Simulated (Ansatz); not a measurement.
MgO5

Input file:

```
crystal:
  lattice:
    - [0.0, 3.7414476934, 3.7414476934]
    - [3.7414476934, 0.0, 3.7414476934]
    - [3.7414476934, 3.7414476934, 0.0]
  atoms:
    - { symbol: Mg, position: [0.0, 0.0, 0.0] }
    - { symbol: O, position: [0.8471026909, 0.4586919272, 0.8471026909], spin: 1.46 }
    - { symbol: O, position: [0.8471026909, 0.8471026909, 0.8471026909], spin: 1.46 }
    - { symbol: O, position: [0.4586919272, 0.8471026909, 0.8471026909], spin: 1.46 }
    - { symbol: O, position: [0.8471026909, 0.8471026909, 0.4586919272], spin: 1.46 }
    - { symbol: O, position: [0.5, 0.5, 0.5], spin: 2.09 }
basis:
  ecutwfc: 420
kpoints:
  mp_grid: { grid: [10, 10, 10] }
  band_path:
    path:
      - [[0.0, 0.0, 0.0], [-0.5, -0.5, 0.0], [-0.375, -0.375, 0.25]]
      - [[-0.375, 0.0, 0.375], [0.0, 0.0, 0.0], [0.0, 0.0, 0.5], [-0.5, -0.25, 0.25], [-0.5, -0.5, 0.0]]
    npoints: 14
hamiltonian:
  xc: pbe
scf:
  occupations: { method: gaussian, width: 0.1 }
  n_extra_bands: 15
output:
  forces: true
  stress: true
  eigenvalues: true
  populations: true
  dos: { projected: true, de: 0.02, nscf_kmesh: { grid: [12, 12, 12] } }
  bader: true
  write_density: true
  write_potential: true
  elf: true
  volumetric_format: npy
magnetization:
  spin_polarized: true
checkpoint:
  read: start.run
  write: ck
  compress: false
  write_wavefunctions: false
  write_every: 100000
```

Command:

```sh
ansatz run input.yaml --threads 1 --pin off --max-ram 2560MiB --backend cpu --events-out ev --progress --plain --runs-dir out
```

Below, planes, directions and counts refer to the conventional cell (a = 7.48 Å, b = 7.48 Å, c = 7.48 Å, α = 90.00°, β = 90.00°, γ = 90.00°).

Space group F-43m; a structure generated by program, which may or may not match a known phase; spin-polarised.

Method: Ansatz, DFT PBE, scalar-relativistic, plane waves, PAW.

In a PAW calculation such maps are meaningful between the atoms, not at the nuclei.

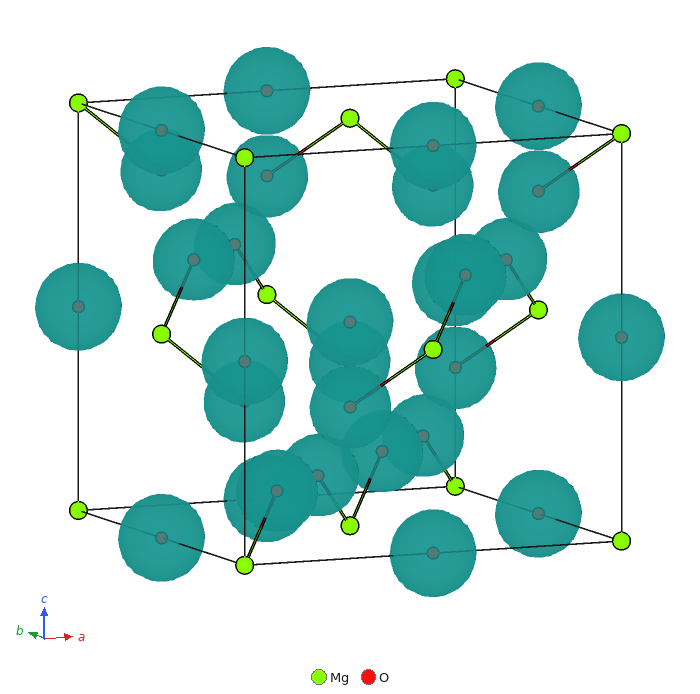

Figure 1. Isosurface of the spin density (up minus down) at +0.2 e/Å³ (teal), seen slightly off an axis. Sticks mark near contacts.

Describe the spin distribution.

Answer. The spin density sits on O: +1.9 μB (×4) and +1.3 μB (×16) in one cell of 24 atoms: parallel main moments (a ferromagnetic arrangement) in this solution. The cell of the calculation (6 atoms) carries 8.0 μB of net spin moment.

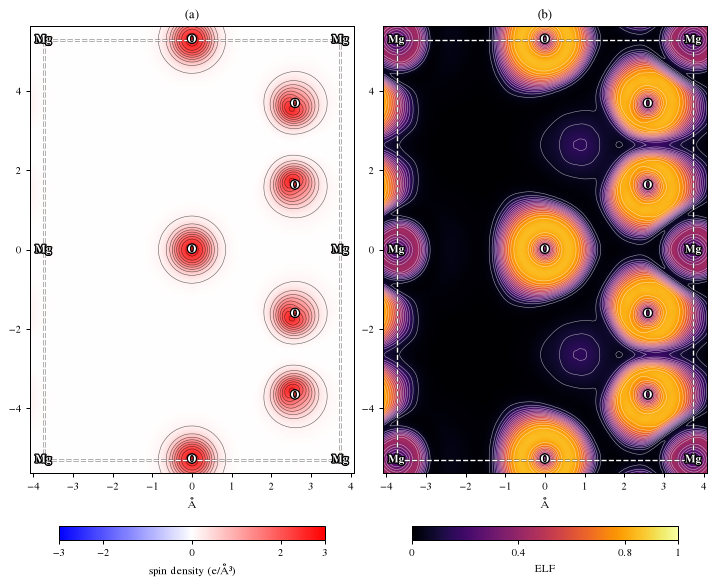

Figure 2. (a) spin density (up minus down); (b) ELF on the (101) plane of the conventional cell.

Describe what can be read from this map.

Answer. The plane passes through Mg and O nuclei.
Mg–O (1.98 Å): the ELF peaks at about 0.85 in the valence shell of O, 0.7 Å from its nucleus, and is about 0.30 at the midpoint.

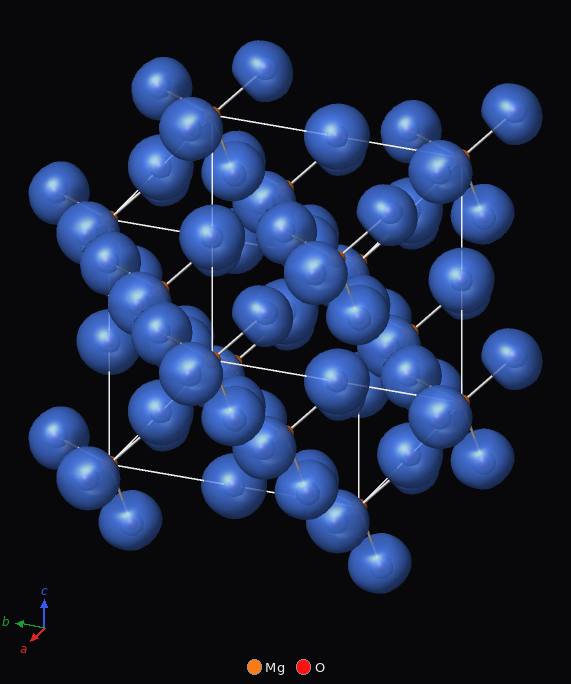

Figure 3. Isosurface of the electron localisation function at 0.7 (blue), seen at an oblique angle. Only the valence region is drawn (cores and ρ < 0.01 e/Å³ removed). Sticks mark near contacts.

What do the ELF domains correspond to?

Answer. At this value the surface marks out 20 regions wrapped around O (the valence shell of each), counted in one cell of 24 atoms. Any copies at cell faces, edges or corners count once.

Does the calculation make it a metal, or give it a gap?

Answer. It is gapless in this calculation (a metal or semimetal).

How much charge does the calculation move between the atoms?

Answer. Electrons move from Mg towards O. Bader charges: Mg +1.73 and O −0.41 to −0.07 e.
